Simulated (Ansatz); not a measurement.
# linear K chain under tension and compression

Does stretching change the magnetism or the channel count of the linear K chain?

Program: Ansatz 0.2.0. Level of theory: DFT PBE, plane waves, PAW; relaxation of a chain's period, in the first sound run; inputs show where later runs differ. Results are calculated unless marked as measured.

## (1) The starting structure

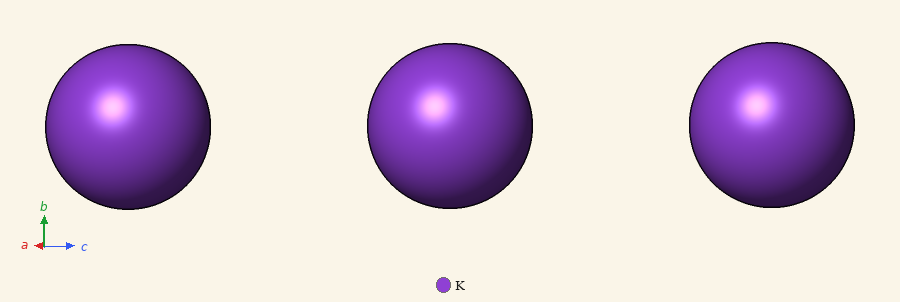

The starting structure, seen from the side, with the c axis across the page (potassium purple). 1×1×2 cells are drawn. Some periodic images of atoms are drawn too.

The cell holds 1 atom: 1 K. Cell: a = 12.000 Å, b = 12.000 Å, c = 3.776 Å, α = 90.0°, β = 90.0°, γ = 90.0°. Vacuum lies along a and b. The structure's axis is c.

## (2) The relaxed wire

Band widths follow the bond lengths, so the chain is relaxed first. The atoms and the third cell vector are free; the box across stays fixed as vacuum. Moments are seeded so that a magnetic state can form if it lies lower. A Fermi-Dirac smearing is set since the result may be a metal. The pressure printed is a third of the stress's trace over the whole box, vacuum included; only the stress along the axis is relaxed.

input.yaml reads:

```yaml
crystal:
  lattice:
    - [12.0, 0.0, 0.0]
    - [0.0, 12.0, 0.0]
    - [0.0, 0.0, 3.7758]
  atoms:
    - { symbol: K, position: [0.5, 0.5, 0.0], spin: 0.5 }
magnetization:
  spin_polarized: true
kpoints:
  mp_grid: { grid: [1, 1, 22] }
scf:
  occupations: { method: fermi_dirac, width: 0.05 }
hamiltonian:
  xc: pbe
relax:
  cell: { fix: [a, b, alpha, beta, gamma] }
  max_steps: 60
```

On the command line:

```console
ansatz run input.yaml --threads 8 --pin off --max-ram 16384MiB --backend cpu --events-out ev --progress --plain --runs-dir out
```

Numbers of over 12 decimals in the logs are rounded to 6 here.

Output:

```text
Engine: ansatz 0.2.0, aarch64-unknown-linux-gnu
Pseudopotentials: kind: paw
Pseudopotential: K, paw, valence charge 9, recommended cutoff 420 eV (normal), K.paw.azcp
Functional definition: PBE
  parameter kappa = 0.804
  parameter beta = 0.066725
  exchange = pbe_x(kappa = kappa, mu = beta*pi^2/3)
  correlation = pbe_c(beta = beta)
Crystal: 1 atoms, lattice volume = 543.715 Å³
Basis set: ecut = 420 eV, 10621 PW (Γ), exchange–correlation on 162×162×54 points (8 copies of the dense FFT grid, shifted against one another)
Bands: 9, of which v1, the nominal top of the filled ones, is band 5 counted from 1 (4 counted from 0)
Symmetry: 16 space group operations
Space group: P4/mmm (ITA 123), of the structure as read, at distance tolerance 8.2e-5 Å
Magnetic group: BNS 123.339 (UNI 999), of the structure as read, at distance tolerance 8.2e-5 Å
k-points: 12 of 22
Non-local potential: K, projectors of the file, l = 0: 3, l = 1: 2, l = 2: 2
PAW form: soft (Blöchl's): semilocal exchange-correlation on the pseudo side does not see the compensation charge
PAW one-centre angular grid: K, 110 points (default); XC on 64 Gauss nodes
Initial density: superposition of atomic densities (neutral atoms: chi_scale 0, normalization atom)
Starting moments: Σ|m| = 0.5 μB on 1 of 1 site
Initial wavefunctions: pseudopotential atomic-orbital guess
Functional: x = pbe(κ = 0.804, μ = 0.219515), c = pbe(β = 0.066725)
iter 1 solved again at ethr=2.82e-4 eV; its pass at ethr=3.10e-3 eV (dr2=2.54e-2 eV) is discarded
SCF iter   1: F=—  HF=-1537.203467 eV  |F-HF|=—  |Δ(HF+E_count)|=         —  Δρ=4.96e-3 (↑4.96e-3 ↓4.21e-3)  dr2=2.98e-2  dr2_m=1.03e-1  M=0.019 μB ∫|m|=0.030 μB  β_m=0.30  ethr=2.82e-4  ⟨swp⟩=1.1  Hψ=2407  notcnv=0
eigensolver tolerance schedule calibrated: the retry pair's looser diagonalisation under-reported the residual by θ = 0.15 (0.14/decade); ethr = c·dr2/N_el runs at the constant in force after the calibration composes with the one it found (an armed cap, an earlier calibration), c = 4.9e-2
preconditioner: auto → Resta (q_TF=auto, 1.377 Å⁻¹)  ε∞=1.4  [insulator: Δε(μ)=0.190 eV  Ē_g=2.577 eV  σ=0.050 eV  W_gap=0.74  n_scr=20 (ndim 8)  ℏωp=1.6 eV  f_vac=0.676  D(μ)=0.51/eV (n_scr^D=0)  ε∞_Penn≈1.4  vacuum switching on, ρ_ref=4.8e-4 e/Å³]
spin=Collinear: Resta preconditioning applied to the charge; magnetization (m = ρ↑ − ρ↓) channel mixes plain (no charge-response kernel on spin).
SCF iter   2: F=—  HF=-1537.232631 eV  |F-HF|=—  |Δ(HF+E_count)|=   2.92e-2  Δρ=3.45e-3 (↑3.45e-3 ↓3.08e-3)  dr2=1.51e-2  dr2_m=5.22e-2  M=0.014 μB ∫|m|=0.022 μB  β_m=0.30  ethr=1.62e-4  ⟨swp⟩=3.2  Hψ=385  notcnv=0
SCF iter   3: F=—  HF=-1537.249449 eV  |F-HF|=—  |Δ(HF+E_count)|=   1.68e-2  Δρ=2.43e-3 (↑2.18e-3 ↓2.43e-3)  dr2=7.68e-4  dr2_m=2.64e-2  M=0.010 μB ∫|m|=0.016 μB  β_m=0.30  ethr=8.19e-5  ⟨swp⟩=3.2  Hψ=489  notcnv=0
SCF iter   4: F=—  HF=-1537.256162 eV  |F-HF|=—  |Δ(HF+E_count)|=   6.71e-3  Δρ=1.64e-3 (↑1.63e-3 ↓1.64e-3)  dr2=2.19e-5  dr2_m=1.34e-2  M=0.007 μB ∫|m|=0.012 μB  β_m=0.30  ethr=4.18e-6  ⟨swp⟩=2.3  Hψ=378  notcnv=0
SCF iter   5: F=—  HF=-1537.259527 eV  |F-HF|=—  |Δ(HF+E_count)|=   3.37e-3  Δρ=1.17e-3 (↑1.17e-3 ↓1.17e-3)  dr2=8.30e-6  dr2_m=6.79e-3  M=0.005 μB ∫|m|=0.009 μB  β_m=0.30  ethr=1.19e-7  ⟨swp⟩=2.0  Hψ=327  notcnv=0
SCF iter   6: F=—  HF=-1537.261212 eV  |F-HF|=—  |Δ(HF+E_count)|=   1.69e-3  Δρ=8.33e-4 (↑8.33e-4 ↓8.31e-4)  dr2=2.63e-7  dr2_m=3.45e-3  M=0.004 μB ∫|m|=0.007 μB  β_m=0.30  ethr=4.52e-8  ⟨swp⟩=2.2  Hψ=334  notcnv=0
Mixer restart at iter 6: flushing history
spin-set hold released at iteration 6 (site moments contracting): the magnetisation degrees of freedom join the quasi-Newton model from the next iteration; the mixer history was flushed
SCF iter   7: F=—  HF=-1537.262055 eV  |F-HF|=—  |Δ(HF+E_count)|=   8.43e-4  Δρ=5.94e-4 (↑5.94e-4 ↓5.93e-4)  dr2=1.39e-7  dr2_m=1.76e-3  M=0.003 μB ∫|m|=0.005 μB  β_m=0.65  ethr=1.43e-9  ⟨swp⟩=3.1  Hψ=422  notcnv=0
SCF iter   8: F=—  HF=-1537.262918 eV  |F-HF|=—  |Δ(HF+E_count)|=   8.63e-4  Δρ=8.72e-6 (↑8.72e-6 ↓8.56e-6)  dr2=2.09e-9  dr2_m=3.72e-7  M=0.000 μB ∫|m|=0.001 μB  β_m=0.82  ethr=7.56e-10  ⟨swp⟩=3.9  Hψ=513  notcnv=0
SCF iter   9: F=—  HF=-1537.262960 eV  |F-HF|=—  |Δ(HF+E_count)|=   4.13e-5  Δρ=2.65e-6 (↑2.65e-6 ↓2.63e-6)  dr2=4.56e-9  dr2_m=3.46e-8  M=0.000 μB ∫|m|=0.000 μB  β_m=0.91  ethr=1.14e-11  ⟨swp⟩=4.4  Hψ=595  notcnv=0
SCF iter  10: F=—  HF=-1537.262960 eV  |F-HF|=—  |Δ(HF+E_count)|=   1.95e-7  Δρ=3.94e-7 (↑2.75e-7 ↓3.94e-7)  dr2=5.42e-10  dr2_m=5.53e-10  M=0.000 μB ∫|m|=0.000 μB  β_m=0.91  ethr=1.14e-11  ⟨swp⟩=3.5  Hψ=544  notcnv=0
SCF iter  11: F=—  HF=-1537.262960 eV  |F-HF|=—  |Δ(HF+E_count)|=   7.77e-9  Δρ=1.56e-7 (↑1.42e-7 ↓1.56e-7)  dr2=1.44e-11  dr2_m=1.09e-10  M=0.000 μB ∫|m|=0.000 μB  β_m=0.95  ethr=2.95e-12  ⟨swp⟩=2.7  Hψ=438  notcnv=0
SCF iter  12: F=-1537.262960 eV  HF=-1537.262960 eV  |F-HF|=1.43e-11  |Δ(HF+E_count)|=   1.90e-9  Δρ=3.12e-8 (↑3.12e-8 ↓2.36e-8)  dr2=7.14e-12  dr2_m=1.72e-12  M=0.000 μB ∫|m|=0.000 μB  ethr=1.00e-12  ⟨swp⟩=2.5  Hψ=434  notcnv=0
WARN: the starting moments were not kept: the SCF closed with an absolute magnetisation of 3.1e-6 μB, where they sum to 0.5 μB in size (1 site). That is at most 0.1 of that sum. Measured as dr2_m measures the in/out step, that magnetisation stands 5.6e-13 eV from none, at or under the dr2_threshold of 1.0e-7 eV: it is no larger than a step whose dr2_m would equal this threshold. The system may hold no moment; this SC [...]
SCF 1 converged in 12 iterations: F = -1537.262960 eV  dr2 = 7.14e-12
  greatest PAW one-centre occupation: 0.989 electrons in one spin orbital (limit 2), on the K atom at site 0 (counted from 0), in its partial waves of l = 0
relax step   1: F+E_penalty+E_count = -1537.26295990 eV  Δ(F+E_penalty+E_count) = +0.000e0 eV  max|allowed force component| = 0.000e0 eV/Å  Δτ_max = 0.0000 Å  P = +0.075 GPa  Ω = 543.715 Å³  fix = [a, b, alpha, beta, gamma]  reactions: a -0.010, b -0.010 GPa  (12 SCF iters, dr2 threshold 1.00e-7 eV, accepted)
Crystal: 1 atoms, lattice volume = 547.586 Å³
Basis set: ecut = 420 eV, 10717 PW (Γ), exchange–correlation on 162×162×54 points (8 copies of the dense FFT grid, shifted against one another)
Initial density: handed on by an earlier stage of this run
Starting moments: Σ|m| = 0.5 μB on 1 of 1 site; this step starts from the density that it was given
Initial wavefunctions: those handed on with the density
iter 1 solved again at ethr=7.84e-7 eV; its pass at ethr=3.10e-3 eV (dr2=7.05e-5 eV) is discarded
[...]
iter 6 did not close the SCF: its close was put off for a magnetic moment that had not settled (scf_convergence_deferred on its scf_iter line)
SCF iter   6: F=-1537.296380 eV  HF=-1537.296380 eV  |F-HF|=3.79e-10  |Δ(HF+E_count)|=   8.02e-9  Δρ=8.63e-8 (↑8.63e-8 ↓6.71e-8)  dr2=3.27e-11  dr2_m=2.71e-11  M=-0.000 μB ∫|m|=0.000 μB  β_m=0.96  ethr=1.06e-11  ⟨swp⟩=1.0  Hψ=625  notcnv=0
SCF iter   7: F=-1537.296380 eV  HF=-1537.296380 eV  |F-HF|=3.23e-11  |Δ(HF+E_count)|=  5.89e-10  Δρ=1.54e-8 (↑1.54e-8 ↓1.52e-8)  dr2=1.02e-13  dr2_m=1.23e-12  M=-0.000 μB ∫|m|=0.000 μB  ethr=1.00e-12  ⟨swp⟩=1.0  Hψ=636  notcnv=0
the starting moments were not kept: the SCF closed with an absolute magnetisation of 2.8e-6 μB, where they sum to 0.5 μB in size (1 site). That is at most 0.1 of that sum. Measured as dr2_m measures the in/out step, that magnetisation stands 4.9e-13 eV from none, at or under the dr2_threshold of 1.0e-7 eV: it is no larger than a step whose dr2_m would equal this threshold.
SCF 3 converged in 7 iterations: F = -1537.296380 eV  dr2 = 1.02e-13
relax step   3: F+E_penalty+E_count = -1537.29638044 eV  Δ(F+E_penalty+E_count) = -2.770e-2 eV  max|allowed force component| = 0.000e0 eV/Å  Δτ_max = 0.0000 Å  P = +0.031 GPa  Ω = 574.092 Å³  energy of the carried Pulay correction = -1.974e-5 eV  fix = [a, b, alpha, beta, gamma]  reactions: a -0.010, b -0.010 GPa  (7 SCF iters, dr2 threshold 1.00e-7 eV, accepted)
[...]
relax step   4: F+E_penalty+E_count = -1537.30753361 eV  Δ(F+E_penalty+E_count) = -1.115e-2 eV  max|allowed force component| = 0.000e0 eV/Å  Δτ_max = 0.0000 Å  P = +0.002 GPa  Ω = 600.399 Å³  energy of the carried Pulay correction = -3.648e-5 eV  fix = [a, b, alpha, beta, gamma]  reactions: a -0.010, b -0.010 GPa  (7 SCF iters, dr2 threshold 3.20e-8 eV, accepted)
[...]
relax step   5: F+E_penalty+E_count = -1537.30830416 eV  Δ(F+E_penalty+E_count) = -7.706e-4 eV  max|allowed force component| = 0.000e0 eV/Å  Δτ_max = 0.0000 Å  P = -0.005 GPa  Ω = 608.523 Å³  energy of the carried Pulay correction = -4.158e-5 eV  fix = [a, b, alpha, beta, gamma]  reactions: a -0.010, b -0.010 GPa  (6 SCF iters, accepted)
Basis set: ecut = 420 eV, 11871 PW (Γ), exchange–correlation on 162×162×60 points (8 copies of the dense FFT grid, shifted against one another)
Initial wavefunctions: pseudopotential atomic-orbital guess (no wavefunctions were taken with the density)
iter 1 solved again at ethr=1.41e-6 eV; its pass at ethr=3.10e-3 eV (dr2=1.27e-4 eV) is discarded
SCF iter   1: F=—  HF=-1537.308335 eV  |F-HF|=—  |Δ(HF+E_count)|=         —  Δρ=4.47e-6 (↑4.47e-6 ↓4.47e-6)  dr2=5.54e-8  dr2_m=4.12e-12  M=-0.000 μB ∫|m|=0.000 μB  β_m=0.30  ethr=1.41e-6  ⟨swp⟩=2.8  Hψ=2604  notcnv=0
eigensolver tolerance schedule: the retry pair's looser diagonalisation over-reported the residual by 2298.08 of it (diagonalisation noise at an unbounded share of the residual, at the tolerance the schedule requests for it); recorded, not acted on — ethr = c·dr2/N_el stays at c = 1.0e-1
preconditioner: auto → Resta (q_TF=auto, 1.352 Å⁻¹)  ε∞=1.4  [insulator: Δε(μ)=0.218 eV  Ē_g=2.369 eV  σ=0.050 eV  W_gap=0.80  n_scr=20 (ndim 8)  ℏωp=1.5 eV  f_vac=0.702  D(μ)=0.68/eV (n_scr^D=0)  ε∞_Penn≈1.4  vacuum switching on, ρ_ref=4.1e-4 e/Å³]
spin=Collinear: Resta preconditioning applied to the charge; magnetization (m = ρ↑ − ρ↓) channel mixes plain (no charge-response kernel on spin).
SCF iter   2: F=—  HF=-1537.308391 eV  |F-HF|=—  |Δ(HF+E_count)|=   5.55e-5  Δρ=3.17e-6 (↑3.17e-6 ↓3.17e-6)  dr2=2.70e-8  dr2_m=2.79e-12  M=-0.000 μB ∫|m|=0.000 μB  β_m=0.63  ethr=6.15e-10  ⟨swp⟩=2.9  Hψ=381  notcnv=0
SCF iter   3: F=—  HF=-1537.308404 eV  |F-HF|=—  |Δ(HF+E_count)|=   1.35e-5  Δρ=2.54e-7 (↑2.54e-7 ↓2.53e-7)  dr2=6.59e-10  dr2_m=3.52e-13  M=-0.000 μB ∫|m|=0.000 μB  β_m=0.62  ethr=3.00e-10  ⟨swp⟩=2.8  Hψ=428  notcnv=0
SCF iter   4: F=—  HF=-1537.308403 eV  |F-HF|=—  |Δ(HF+E_count)|=   1.20e-6  Δρ=1.16e-7 (↑1.16e-7 ↓1.16e-7)  dr2=8.94e-11  dr2_m=1.62e-13  M=-0.000 μB ∫|m|=0.000 μB  β_m=0.81  ethr=7.33e-12  ⟨swp⟩=3.3  Hψ=328  notcnv=0
SCF iter   5: F=-1537.308403 eV  HF=-1537.308403 eV  |F-HF|=4.55e-12  |Δ(HF+E_count)|=   2.42e-8  Δρ=6.17e-9 (↑4.59e-9 ↓6.17e-9)  dr2=1.47e-12  dr2_m=1.95e-14  M=-0.000 μB ∫|m|=0.000 μB  ethr=1.00e-12  ⟨swp⟩=3.6  Hψ=870  notcnv=0
the starting moments were not kept: the SCF closed with an absolute magnetisation of 4.0e-7 μB, where they sum to 0.5 μB in size (1 site). That is at most 0.1 of that sum. Measured as dr2_m measures the in/out step, that magnetisation stands 9.6e-15 eV from none, at or under the dr2_threshold of 1.0e-11 eV: it is no larger than a step whose dr2_m would equal this threshold.
SCF 6 converged in 5 iterations: F = -1537.308403 eV  dr2 = 1.47e-12
relax step   6: F+E_penalty+E_count = -1537.30840320 eV  Δ(F+E_penalty+E_count) = -9.904e-5 eV  max|allowed force component| = 0.000e0 eV/Å  Δτ_max = 0.0000 Å  P = -0.005 GPa  Ω = 608.523 Å³  fix = [a, b, alpha, beta, gamma]  reactions: a -0.010, b -0.010 GPa  stress off target by 5.24e-3 GPa on what of the cell is left free  SCF on the basis re-selected at this cell (its energy is not comparable with the rows above)  (5 SCF iters)
basis re-selected at this cell: Δ(F+E_penalty+E_count) = -9.904e-5 eV, ΔP = +0.000 GPa vs the last step (what re-selecting the basis moved, of the pressure what is left beyond the Pulay correction that the steps carried, after the strain that the cell walked since its last selection, with what the two solves' SCF thresholds leave and, on support functions, any second-order correction that the steps lacked; it is no measure of the basis error at this ecutwfc). The dense FFT grid was sized anew with the basis: this SCF ran on 81×81×30 points, the steps before it on 81×81×27, so part of this shift can come from that change (see relax.cell in the input reference). [rest of the remark cut]
SCF converged after 5 iterations
Magnetization: -0.0000 μB (4.5000 up, 4.5000 down)
Absolute magnetization: 0.0000 μB (∫|ρ↑−ρ↓|, with the PAW one-centre terms)
Spin contamination: 0.0000 ħ² per cell (⟨S²⟩ above its minimum at these occupations)
Per-site moments (μB) at R_I (Å): [(-1.207813779818957e-7, 1.743166)]
Free energy (F): -1537.308403 eV
Harris-Foulkes:  -1537.308403 eV  (|F-HF|=4.55e-12)
Internal energy: -1537.302158 eV  (E = F + TS)
E sigma→0 (E₀):  -1537.305281 eV
Entropy (-TS):   -0.006245 eV (-6.245 meV/atom)
Fermi energy:    -1.910710 eV
--- Per-component energies (eV) ---
  E_band       = -179.085066
  E_kinetic    = 251.503164
  E_local      = -1310.064122  (includes V_loc(G=0)·N_el)
  E_nonlocal   = 13.188912
  E_hartree    = 528.696350
  E_xc         = -133.090284
  E_vxc        = -162.148045  (∫ρ·V_xc dr)
  E_paw        = -781.885816  (= ΣΔE_a)
  E_vpaw       = -28.957670  (= ΣTr[D̂ρ^β])
  E_aug_tail   = -0.000003  (compensation charges beyond the density's cutoff)
  E_ewald      = -105.650359
  E_smearing   = -0.006245  (= −TS)
  E_closure    = -0.000000  (closes the sum)
  Σ components = -1537.308403   (vs F -1537.308403, Δ=0.00e0)
--- Forces (eV/Å), atoms counted from 1 ---
  atom   1  K      0.00000000     0.00000000     0.00000000
  max |Σ_I F_I| component: 1.26e-29 eV/Å
--- Stress (GPa, compression-positive) ---
       -0.009858       0.000000       0.000000
        0.000000      -0.009858       0.000000
        0.000000       0.000000       0.005238
  P = ⅓ Tr σ = -0.0048 GPa (-0.048 kbar)
--- Relaxed structure (5 steps of the walk, 5 accepted, 1 SCFs on fresh bases) ---
  F+E_penalty+E_count = -1537.30840320 eV   max|allowed force component| = 0.000e0 eV/Å   (the final SCF, on the basis selected at the relaxed cell)
  cell:  # Å, volume = 608.5233 Å³
    - [12.0, 0.0, 0.0]
    - [0.0, 12.0, 0.0]
    - [0.0, 0.0, 4.225856]
  atoms:
    - { symbol: K, position: [0.5, 0.5, 0.0] }
```

Elapsed: 7.6 s, on 8 threads of Arm Neoverse V2, shared host; peak memory 0.81 GiB.

Step by step:

```
step  energy less that of the first step (eV)  largest force component (eV/Å)  pressure (GPa)  volume (Å³)
   1                                   0.0000                          0.0000            0.08       543.72
   2                                  -0.0057                          0.0000            0.07       547.59
   3                                  -0.0334                          0.0000            0.03       574.09
   4                                  -0.0446                          0.0000            0.00       600.40
   5                                  -0.0453                          0.0000           -0.01       608.52
  6*                                  -0.0454                          0.0000            0.00       608.52
```

Relaxation steps marked * repeat the geometry before them on a plane-wave basis chosen anew for their cell, so energy and pressure can jump there.

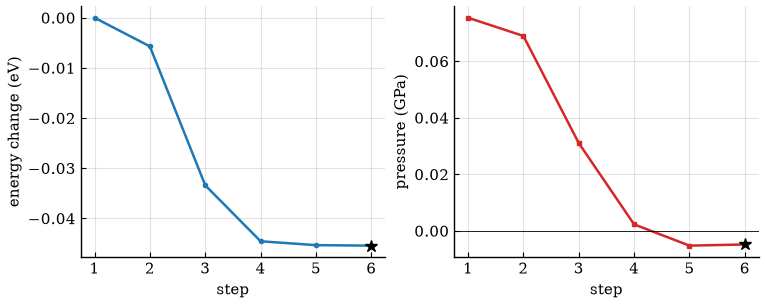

Energy and pressure along the relaxation. Stars mark steps on a basis chosen anew.

```
cell as run  before  after   change
      c (Å)   3.776  4.226  +11.9 %
```

Final coordinates:

```
K
1.0
    12.00000    0.00000    0.00000
     0.00000   12.00000    0.00000
     0.00000    0.00000    4.22586
K
1
Direct
  0.50000 0.50000 0.00000
```

This step gave:

```yaml
energy_at_zero_smearing: -1537.3053 eV
cell_length_along_the_wire: 4.226 Å
```

The cell's length comes to 4.226 Å with no moment.

## (3) At a set period, period over the relaxed period 0.88, k-mesh 1×1×22

This step: DFT PBE, plane waves, PAW; channels and complex bands of a perfect chain (Ansatz 0.2.0).

The period is set to 0.88 times the relaxed one: shorter bonds widen the bands.

The cell differs from the one that the last finished run ended in (c 4.226 → 3.719 Å).

input.yaml, the sections that differ from step 2:

```yaml
crystal:
  lattice:
    - [12.0, 0.0, 0.0]
    - [0.0, 12.0, 0.0]
    - [0.0, 0.0, 3.7187536792]
  atoms:
    - { symbol: K, position: [0.5, 0.5, 0.0], spin: 0.5 }
output:
  transmission:
    e_range: [-2, 2]
    de: 0.035
    kmesh: [1, 1]
    reduced_basis: true
    leads: [[0, 0]]
  stress: true
# magnetization, kpoints, scf, hamiltonian: as in step 2
# relax: removed
```

Output:

```text
[...]
Crystal: 1 atoms, lattice volume = 535.501 Å³
Basis set: ecut = 420 eV, 10461 PW (Γ)
Bands: 9, of which v1, the nominal top of the filled ones, is band 5 counted from 1 (4 counted from 0)
Symmetry: 16 space group operations
[...]
k-points: 12 of 22
[...]
Starting moments: Σ|m| = 0.5 μB on 1 of 1 site
[...]
SCF iter  12: F=-1537.249282 eV  HF=-1537.249282 eV  |F-HF|=4.09e-12  |Δ(HF+E_count)|=  3.97e-10  Δρ=1.65e-8 (↑1.10e-8 ↓1.65e-8)  dr2=5.27e-13  dr2_m=8.06e-13  M=-0.000 μB ∫|m|=0.000 μB  ethr=1.00e-12  ⟨swp⟩=3.0  Hψ=564  notcnv=0
SCF 1 converged in 12 iterations: F = -1537.249282 eV  dr2 = 5.27e-13
[...]
transmission: 10 of 60 steps passed
transmission: 15 of 60 steps passed
[...]
transmission: 60 of 60 steps passed
SCF converged after 12 iterations
Magnetization: -0.0000 μB (4.5000 up, 4.5000 down)
Absolute magnetization: 0.0000 μB (∫|ρ↑−ρ↓|, with the PAW one-centre terms)
[...]
Per-site moments (μB) at R_I (Å): [(2.5796838856656636e-7, 1.53398589267)]
Free energy (F): -1537.249282 eV
[...]
Internal energy: -1537.245328 eV  (E = F + TS)
E sigma→0 (E₀):  -1537.247305 eV
Entropy (-TS):   -0.003954 eV (-3.954 meV/atom)
Fermi energy:    -1.798708 eV
[...]
--- Stress (GPa, compression-positive) ---
       -0.010326       0.000000       0.000000
        0.000000      -0.010326      -0.000000
        0.000000      -0.000000       0.290328
  P = ⅓ Tr σ = 0.0899 GPa (0.899 kbar)
--- Band table (eV; the first three rows and the last of 24) ---
[...]
--- Transmission ---
  basis      : 1265 plane waves across, 5 finite elements along
  points     : 1, standing for a mesh of 1 x 1
  filling    : by the input's occupations and mesh, since the crystals that have channels conduct as metals do. If one of these is a semiconductor, that mesh has misplaced its level
  energies   : 115 from -2.000000 to 1.990000 eV about the Fermi level, 0.035000 eV apart; the leads are filled to 0.000000 eV, and channels, transmission and decay are at -0.005000 eV
  crystal 0  : K1, at the sites [0, 0], period 3.7188 Å: whole cells are its period
    offset         : up to 0.0000 Å between an atom of the period and one for which it stands
    filled         : 4.8 meV over the level at which it is neutral
    channels       : 1.000000e0 up, 1.000000e0 down
    conductance    : 5.3806e13 S/m² at 300 K; may be off by some 0.0 % by where its bands' edges are placed, 0.0 % from the distance to neutral
```

Wall time 64 s (8 threads); peak memory 1.2 GiB.

Numbers from this step:

| Item | Value |
| --- | --- |
| energy at zero smearing | -1537.2473 eV |
| channels at the energy nearest the Fermi level, spin up | 1 |
| channels at the energy nearest the Fermi level, spin down | 1 |
| conductance of the lead as this run defines it | 1.0000 G₀ |
| band gap | 0 eV |

The open channels of the lead by energy, zero at the Fermi level:

```
energy (eV)  spin up  spin down
    -0.9850        0          0
    -0.7400        1          1
    -0.4950        1          1
    -0.2500        1          1
    -0.0050        1          1
     0.2400        1          1
     0.4850        1          1
     0.7650        1          1
     1.0100        1          1
     1.2550        3          3
     1.5000        3          3
     1.7450        3          3
```

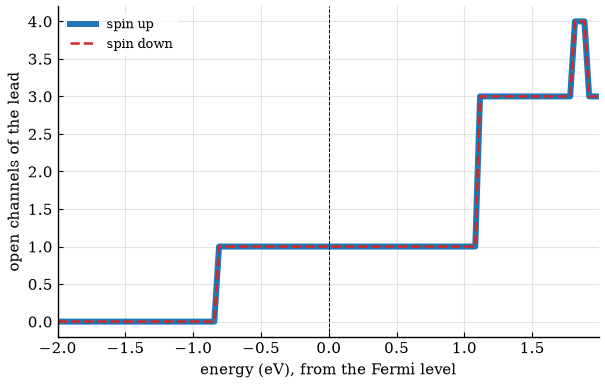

Open channels of the lead, plotted against energy.

At the computed energy nearest the Fermi level there are 1 spin-up and 1 spin-down channels, and the thermal average gives 1.000 G₀.

(Continued in part 2 of 2.)

[Logs are printed without paths, hosts, clocks, repeated set-up lines and the standing remarks that a program may print on its own settings, such as how far it seeks lower states.]

[Hosts, paths, dates, database ids (printed as entryN), source tags and the programs' standing remarks are cut or masked in the printed files.]
